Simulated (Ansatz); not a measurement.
## Single-point calculation of Ti₁₆O₃₃ (charge −1) (part 3 of 4)

Continued. System: Ti₁₆O₃₃ (defect cell, 49 atoms in the cell, total charge −1). Method: DFT PBE, scalar-relativistic, plane waves, PAW, spin-polarised (Ansatz 0.2.0); cutoff 420 eV, 2×2×2 k-mesh, Gaussian smearing of 0.05 eV, collinear spins. The structure derives from an entry of the Crystallography Open Database.

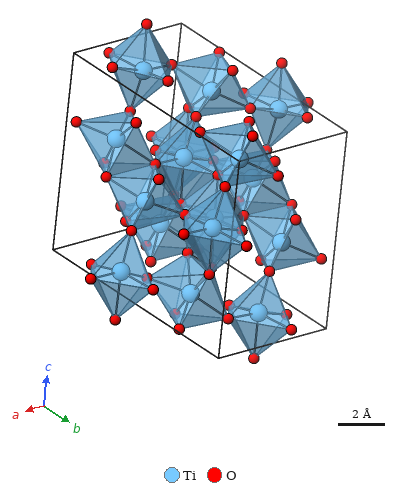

The input geometry (polyhedral view of the cell of the calculation, seen at an oblique angle; polyhedra are completed across the faces of the cell). An atom can appear more than once, as a periodic image.

### Output, continued
```
--- Forces (eV/Å), atoms counted from 1 ---
  atom   1  Ti     0.01176302     0.01096274    -0.03762986
  atom   2  Ti    -0.01275280    -0.08565931    -0.05470051
  atom   3  Ti    -0.04145668    -0.05544095     0.03787040
  atom   4  Ti    -0.01649035    -0.04582043    -0.01340748
  atom   5  Ti     0.00277270     0.05871875    -0.00014001
  atom   6  Ti    -0.01674489     0.07850877     0.00994209
  atom   7  Ti    -0.02907174     0.09146802    -0.00174236
  atom   8  Ti    -0.00089357     0.03865564    -0.02086005
  atom   9  Ti     0.00301826     0.07443354    -0.06912143
  atom  10  Ti     0.01942993     0.07020472     0.05707684
  atom  11  Ti     0.01673506     0.00420629     0.09061536
  atom  12  Ti    -0.03080460     0.05589422    -0.07443564
  atom  13  Ti    -0.01572937    -0.09355014     0.02271392
  atom  14  Ti    -0.01816606    -0.02872222    -0.01546018
  atom  15  Ti     0.00160031    -0.09167629     0.06559394
  atom  16  Ti    -0.00009376    -0.11532643    -0.06084689
  atom  17  O     -0.06868249    -0.06264995    -0.08974785
  atom  18  O      0.00488752     0.04853959    -0.01929967
  atom  19  O     -0.00743943     0.02208247    -0.05063464
  atom  20  O      0.00948407    -0.03347529    -0.00598226
  atom  21  O      0.00825985     0.01083783     0.02741200
  atom  22  O      0.06061726    -0.04601629    -0.01704655
  atom  23  O      0.07984630     0.00594710    -0.07803687
  atom  24  O      0.01748912     0.02591025     0.01636199
  atom  25  O     -0.04371474     0.02196665     0.01746257
  atom  26  O     -0.05148876    -0.01077558     0.01061675
  atom  27  O     -0.03461547    -0.00969283     0.00142663
  atom  28  O     -0.06986169     0.01626414     0.06474985
  atom  29  O      0.01655488    -0.00990820     0.05719289
  atom  30  O      0.08349851    -0.06374166     0.06620939
  atom  31  O      0.06218971    -0.03680099     0.03455028
  atom  32  O      0.02715086    -0.03122128     0.07810144
  atom  33  O      0.04466116    -0.02373108     0.06750915
  atom  34  O      0.01790498     0.02363771    -0.03395170
  atom  35  O      0.01370466     0.04686873     0.01293989
  atom  36  O      0.08742665     0.06835883    -0.02243996
  atom  37  O     -0.06355711    -0.01095180     0.06415470
  atom  38  O      0.00326095    -0.00741354    -0.00951657
  atom  39  O      0.01001632    -0.02236899    -0.03951571
  atom  40  O     -0.03714383    -0.00226283     0.07877136
  atom  41  O      0.04106833    -0.00748931    -0.04565114
  atom  42  O      0.02256253    -0.04468328    -0.01013874
  atom  43  O      0.01420599    -0.00913445    -0.01890765
  atom  44  O      0.02731040    -0.02463947    -0.02519808
  atom  45  O     -0.06895172     0.04218270    -0.05983374
  atom  46  O     -0.01380041     0.02511464     0.02280517
  atom  47  O     -0.00619445    -0.01356704    -0.00875086
  atom  48  O     -0.06992732     0.06363020    -0.02123038
  atom  49  O      0.01016567     0.08232960     0.00015381
  max |Σ_I F_I| component: 3.76e-6 eV/Å
--- Band table (eV; the first three rows and the last of 16) ---
  k-point 0 ↑: bands = ["-46.9681", "-46.9423", "-46.9160", "-46.9123", "-46.9028", "-46.8924", "-46.8902", "-46.8893", "-46.8801", "-46.8787", "-46.8764", "-46.8673", "-46.8612", "-46.8547", "-46.8345", "-46.8300", "-23.4093", "-23.3648", "-23.3446", "-23.3332", "-23.3307", "-23.3258", "-23.3145", "-23.3105", "-23.3096", "-23.3003", "-23.2952", "-23.2872", "-23.2788", "-23.2650", "-23.2520", "-23.2322", "-23.2252", "-23.2214", "-23.2157", "-23.2073", "-23.2046", "-23.1935", "-23.1862", "-23.1786",
      "-23.1737", "-23.1651", "-23.1568", "-23.1554", "-23.1532", "-23.1464", "-23.1368", "-23.1342", "-23.1308", "-23.1202", "-23.1104", "-23.1029", "-23.1010", "-23.0990", "-23.0942", "-23.0910", "-23.0854", "-23.0811", "-23.0720", "-23.0689", "-23.0631", "-23.0550", "-23.0474", "-23.0377", "-12.6122", "-8.5498", "-7.8234", "-7.7718", "-7.5617", "-7.5127", "-7.4962", "-7.4777", "-7.4206", "-7.4028", "-7.3874", "-7.3650", "-7.3241", "-7.2925", "-7.2606", "-7.1481",
      "-7.0591", "-7.0431", "-7.0310", "-7.0133", "-6.9951", "-6.9778", "-6.9649", "-6.9511", "-6.9482", "-6.9281", "-6.9126", "-6.8939", "-6.8102", "-6.7141", "-6.6928", "-6.6322", "-5.1283", "3.0373", "3.4069", "3.6510", "4.2974", "4.4935", "4.6240", "4.6842", "4.7547", "4.8318", "4.8425", "4.8640", "4.8927", "4.9563", "4.9731", "4.9955", "5.0522", "5.1167", "5.1280", "5.1457", "5.1837", "5.2380", "5.2804", "5.3220",
      "5.3562", "5.3937", "5.4595", "5.5074", "5.5531", "5.6668", "5.7248", "5.8085", "5.9035", "5.9527", "6.1088", "6.1259", "6.1735", "6.1928", "6.2447", "6.2935", "6.3135", "6.3818", "6.3957", "6.4047", "6.4505", "6.4666", "6.5813", "6.6090", "6.6678", "6.7229", "6.7839", "6.8007", "6.8046", "6.8864", "6.9211", "6.9434", "6.9728", "6.9878", "7.0268", "7.1236", "7.1975", "7.2563", "7.3053", "7.3529",
      "7.3822", "7.4201", "7.4569", "7.5201", "7.5298", "7.5719", "7.5987", "7.6573", "7.7153", "7.8597", "7.8916", "7.9320", "7.9582", "8.1503", "8.2373", "8.2713", "8.3160", "8.4964", "8.6061", "8.6428", "8.6876", "8.7094", "8.7193", "8.7338", "8.7635", "8.7764", "8.8080", "8.8371", "8.8830", "8.8871", "8.9122", "9.0789", "9.2362", "9.3008", "9.4767", "12.1003", "12.1266", "12.2046", "12.2237", "12.2506",
      "12.2637", "12.2874", "12.3151", "12.3459", "12.3635", "12.3902", "12.4092", "12.4361", "12.4396", "12.4815", "12.5460", "12.5760", "12.6389", "12.6826", "12.7695", "12.8726", "12.9184", "12.9860", "12.9995", "13.0360", "13.0770", "13.0973", "13.1223", "13.1400", "13.1631", "13.1850", "13.2903", "13.3098", "13.4347", "13.4695", "13.4952", "13.5080", "13.5503", "13.5595", "13.5791", "13.6445", "13.6642", "13.7727", "13.7891", "13.8343",
      "13.8520", "14.0198", "14.2153", "14.5930", "14.6375"]
  k-point 1 ↑: bands = ["-46.9680", "-46.9423", "-46.9147", "-46.9129", "-46.9033", "-46.8927", "-46.8902", "-46.8894", "-46.8805", "-46.8785", "-46.8763", "-46.8674", "-46.8610", "-46.8546", "-46.8346", "-46.8298", "-23.3911", "-23.3776", "-23.3592", "-23.3541", "-23.3425", "-23.3322", "-23.3152", "-23.3100", "-23.2993", "-23.2959", "-23.2793", "-23.2763", "-23.2727", "-23.2630", "-23.2598", "-23.2429", "-23.2309", "-23.2231", "-23.2162", "-23.2012", "-23.1977", "-23.1850", "-23.1787", "-23.1762",
      "-23.1697", "-23.1650", "-23.1536", "-23.1513", "-23.1436", "-23.1419", "-23.1355", "-23.1293", "-23.1264", "-23.1173", "-23.1115", "-23.1072", "-23.1048", "-23.0972", "-23.0943", "-23.0916", "-23.0889", "-23.0845", "-23.0774", "-23.0745", "-23.0675", "-23.0580", "-23.0567", "-23.0400", "-12.6109", "-8.2896", "-8.1723", "-7.7094", "-7.6858", "-7.6427", "-7.6204", "-7.5599", "-7.4093", "-7.3405", "-7.3117", "-7.3064", "-7.2913", "-7.2812", "-7.2248", "-7.1226",
      "-7.0524", "-7.0281", "-7.0230", "-7.0115", "-6.9791", "-6.9592", "-6.9271", "-6.8967", "-6.8757", "-6.8589", "-6.8434", "-6.8312", "-6.8071", "-6.8001", "-6.7553", "-6.7274", "-5.1360", "3.0534", "3.3818", "3.7112", "4.5306", "4.5554", "4.5845", "4.6380", "4.6657", "4.6777", "4.7453", "4.8238", "4.9547", "5.0218", "5.0397", "5.0404", "5.0580", "5.0858", "5.1254", "5.1609", "5.2250", "5.2590", "5.2986", "5.3439",
      "5.4299", "5.4359", "5.4467", "5.4944", "5.5002", "5.5652", "5.5928", "5.6453", "5.6878", "5.7772", "5.8093", "5.9384", "5.9780", "6.0379", "6.1084", "6.1491", "6.2336", "6.3232", "6.3905", "6.4785", "6.5513", "6.6281", "6.6500", "6.7175", "6.7703", "6.7957", "6.8638", "6.9180", "6.9221", "6.9814", "7.0023", "7.0427", "7.0935", "7.1049", "7.1243", "7.2022", "7.2131", "7.2598", "7.3010", "7.3802",
      "7.4933", "7.5647", "7.6537", "7.6741", "7.6999", "7.7096", "7.7194", "7.8058", "7.8316", "7.9650", "8.0240", "8.0876", "8.1395", "8.1537", "8.2195", "8.2664", "8.2996", "8.3048", "8.3994", "8.4308", "8.4374", "8.4848", "8.5365", "8.6163", "8.6327", "8.7997", "8.8336", "8.8560", "8.8679", "8.8861", "8.9151", "8.9230", "8.9775", "9.1940", "9.5471", "12.1255", "12.1633", "12.1834", "12.2193", "12.2370",
      "12.2749", "12.2970", "12.3623", "12.4056", "12.4506", "12.4596", "12.5086", "12.5318", "12.5416", "12.6010", "12.6289", "12.7126", "12.7240", "12.7605", "12.7877", "12.8382", "12.8655", "12.9042", "12.9119", "12.9485", "13.0051", "13.0415", "13.0873", "13.1089", "13.1311", "13.1469", "13.2277", "13.2603", "13.3105", "13.3277", "13.3610", "13.3797", "13.4657", "13.5070", "13.6045", "13.6655", "13.7048", "13.7619", "13.7947", "13.7978",
      "13.8566", "13.8897", "14.2303", "14.6332", "14.7103"]
  k-point 2 ↑: bands = ["-46.9680", "-46.9424", "-46.9149", "-46.9119", "-46.9044", "-46.8932", "-46.8903", "-46.8893", "-46.8795", "-46.8787", "-46.8760", "-46.8673", "-46.8612", "-46.8548", "-46.8345", "-46.8299", "-23.3865", "-23.3727", "-23.3594", "-23.3513", "-23.3384", "-23.3342", "-23.3285", "-23.3134", "-23.3050", "-23.3013", "-23.2910", "-23.2735", "-23.2692", "-23.2621", "-23.2544", "-23.2464", "-23.2340", "-23.2087", "-23.2046", "-23.2021", "-23.1975", "-23.1883", "-23.1780", "-23.1648",
      "-23.1643", "-23.1604", "-23.1576", "-23.1513", "-23.1454", "-23.1408", "-23.1348", "-23.1292", "-23.1252", "-23.1233", "-23.1185", "-23.1137", "-23.1098", "-23.1028", "-23.0969", "-23.0923", "-23.0886", "-23.0850", "-23.0818", "-23.0717", "-23.0672", "-23.0558", "-23.0471", "-23.0390", "-12.6112", "-8.2066", "-8.1044", "-7.8770", "-7.8224", "-7.7803", "-7.6950", "-7.3666", "-7.3313", "-7.3209", "-7.2794", "-7.2523", "-7.2377", "-7.1666", "-7.1603", "-7.1509",
      "-7.1161", "-7.1001", "-7.0575", "-6.9760", "-6.9687", "-6.9335", "-6.9271", "-6.9095", "-6.8830", "-6.8816", "-6.8479", "-6.8325", "-6.8261", "-6.8042", "-6.7741", "-6.7547", "-5.1362", "3.0541", "3.4195", "3.7187", "4.5135", "4.5594", "4.6344", "4.6733", "4.6959", "4.7939", "4.8350", "4.8583", "4.8975", "4.9248", "4.9630", "4.9642", "4.9881", "5.0511", "5.0589", "5.1039", "5.1768", "5.2050", "5.3093", "5.3373",
      "5.3763", "5.4077", "5.4751", "5.4827", "5.5356", "5.6183", "5.6461", "5.6766", "5.7236", "5.7663", "5.8742", "5.9461", "6.0328", "6.0858", "6.1179", "6.1838", "6.2316", "6.2515", "6.3197", "6.3454", "6.4181", "6.4493", "6.6357", "6.6742", "6.7213", "6.7419", "6.8131", "6.8734", "6.8886", "6.9434", "7.0778", "7.1371", "7.1471", "7.2734", "7.2970", "7.3261", "7.3753", "7.3997", "7.4921", "7.5065",
      "7.5551", "7.6328", "7.6689", "7.6962", "7.7535", "7.7700", "7.8301", "7.8401", "7.8648", "7.9082", "7.9429", "7.9681", "7.9938", "8.0097", "8.0941", "8.1820", "8.2255", "8.2626", "8.4180", "8.4378", "8.4899", "8.5224", "8.5420", "8.6016", "8.6464", "8.6910", "8.7349", "8.7603", "8.8308", "8.8536", "8.9364", "8.9997", "9.0743", "9.1579", "9.5048", "12.1092", "12.1614", "12.2219", "12.2358", "12.2696",
      "12.3077", "12.3296", "12.3573", "12.4166", "12.4412", "12.4472", "12.4649", "12.4922", "12.5342", "12.5464", "12.5935", "12.6029", "12.6311", "12.7119", "12.7561", "12.8176", "12.8955", "12.9707", "13.0120", "13.0589", "13.0698", "13.0813", "13.0964", "13.1298", "13.1580", "13.1901", "13.2044", "13.2195", "13.2602", "13.2999", "13.3972", "13.4458", "13.4868", "13.5315", "13.6118", "13.6577", "13.6985", "13.7215", "13.7826", "13.8157",
      "13.8538", "13.9352", "14.1624", "14.5504", "14.5954"]
```
